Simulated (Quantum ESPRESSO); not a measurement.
# A series of single points on WC

System: WC (P-6m2, 2 atoms in the cell).
Method: Kohn-Sham DFT of a periodic cell, PBE, SSSP 1.3 efficiency PBE, no spin polarisation (Quantum ESPRESSO 7.5).

The 7 runs differ only in the geometry, by an even scaling of the cell at fixed fractional positions. The structure derives from an entry of the Crystallography Open Database.

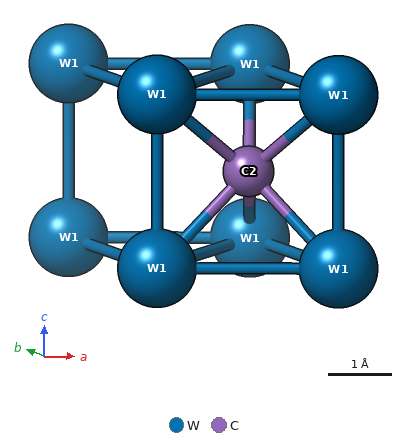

Figure 1. The structure of run 4 (ball-and-stick view of the cell of the calculation, seen at an oblique angle; atoms are numbered from 1 in the order of the input).

### Input of run 4
```
&CONTROL
  calculation = 'scf'
  prefix = 'pwscf'
  outdir = './tmp'
  pseudo_dir = './pseudo'
  tprnfor = .true.
  tstress = .true.
  disk_io = 'nowf'
/
&SYSTEM
  ibrav = 0
  nat = 2
  ntyp = 2
  ecutwfc = 55
  ecutrho = 440
  nbnd = 15
  occupations = 'smearing'
  smearing = 'fd'
  degauss = 0.00367493
/
&ELECTRONS
  conv_thr = 4d-10
  electron_maxstep = 120
  mixing_beta = 0.5
/
ATOMIC_SPECIES
W    183.8400 W_pbe_v1.2.uspp.F.UPF
C     12.0110 C.pbe-n-kjpaw_psl.1.0.0.UPF
CELL_PARAMETERS angstrom
   2.9065000000    0.0000000000    0.0000000000
  -1.4532500000    2.5171028361    0.0000000000
   0.0000000000    0.0000000000    2.8366000000
ATOMIC_POSITIONS crystal
W      0.0000000000    0.0000000000    0.0000000000
C      0.6666666667    0.3333333333    0.5000000000
K_POINTS automatic
10 10 9 0 0 0
```

Command:
```bash
OMP_NUM_THREADS=1 pw.x -in pw.in > pw.out
```

Run 2 differs from it as follows:
```diff
-   2.9065000000    0.0000000000    0.0000000000
-  -1.4532500000    2.5171028361    0.0000000000
-   0.0000000000    0.0000000000    2.8366000000
+   2.8672181576    0.0000000000    0.0000000000
+  -1.4336090788    2.4830837627    0.0000000000
+   0.0000000000    0.0000000000    2.7982628680
```

### Results, with one run withheld

| run | volume per atom (Å³) | free energy per atom, from the lowest run given (meV) | pressure (GPa) |
| --- | --- | --- | --- |
| 1 | 9.754 | 82.61 | 35.74 |
| 2 | 9.961 | ? | ? |
| 3 | 10.169 | 17.26 | 15.16 |
| 4 | 10.376 | 3.23 | 6.38 |
| 5 | 10.584 | 0.00 | −1.52 |
| 6 | 10.791 | 6.50 | −8.65 |
| 7 | 10.999 | 21.76 | −15.06 |

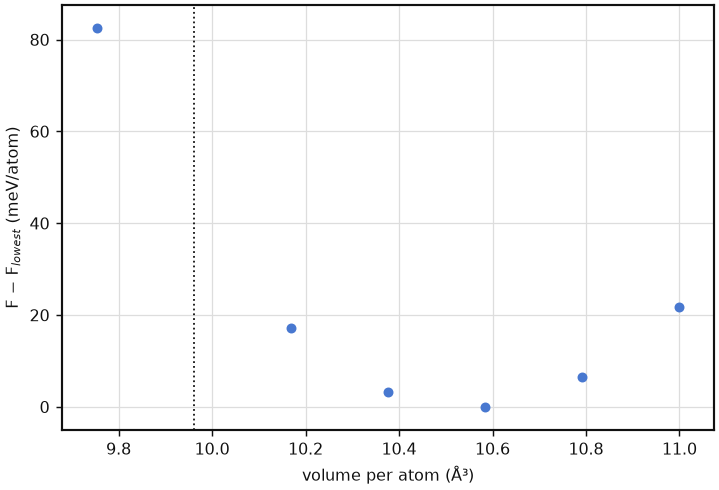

Figure 2. Free energy per atom of the runs given; the dotted line marks run 2.

Estimate the energy of run 2 from the others.

A cubic polynomial in V^(−2/3) (the Birch–Murnaghan form), fitted to the 6 runs given, misses them by at most 0.02 meV per atom. With x = V^(−2/3) − 0.20945 Å⁻², it reads F = 1.347 + 2005.9 x + 6.6778e+05 x² + 5.1258e+05 x³ (meV per atom). At run 2 it gives 43.34 meV per atom, and the run itself gives 43.28. The slope of the fit gives a pressure −dF/dV of 25.08 GPa there, and the run prints 24.91 GPa. The two needn't agree exactly: the fit is approximate, and the printed stress is taken on a finite basis. The fit has its minimum at 10.546 Å³ per atom, where V d²F/dV² gives 389 GPa. Cell shape and fractional positions are held, so this is the stiffness under even scaling; the relaxed bulk modulus wasn't computed.

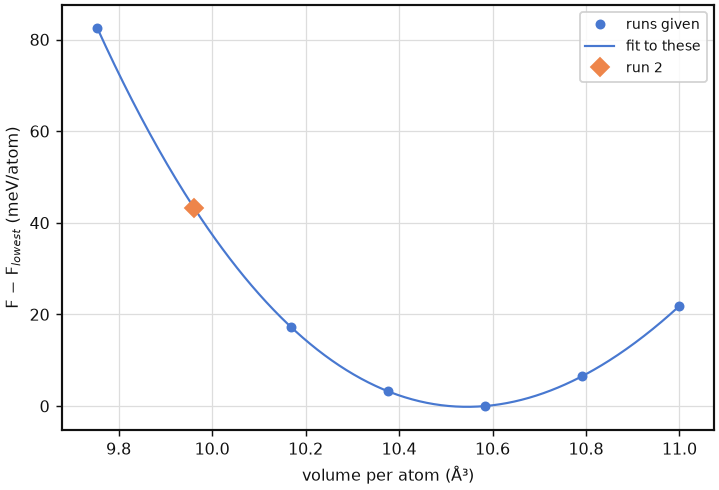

Figure 3. The fit and the withheld run.

### Some lines of the output (run 2)
```
[...]
     number of k points=    70  Fermi-Dirac smearing, width (Ry)=  0.0037
     total energy              =    -177.42046987 Ry
     total energy              =    -177.55889960 Ry
     total energy              =    -177.60005041 Ry
     total energy              =    -177.60046240 Ry
     total energy              =    -177.60046550 Ry
     total energy              =    -177.60046766 Ry
     total energy              =    -177.60046778 Ry
     total energy              =    -177.60046779 Ry
     the Fermi energy is    21.6158 ev
!    total energy              =    -177.60046779 Ry
     The total energy is F=E-TS. E is the sum of the following terms:
     Computing stress (Cartesian axis) and pressure
          total   stress  (Ry/bohr**3)                   (kbar)     P=      249.13
```

Notes on the run: negative rho. Spin–orbit coupling is left out, which matters for W.
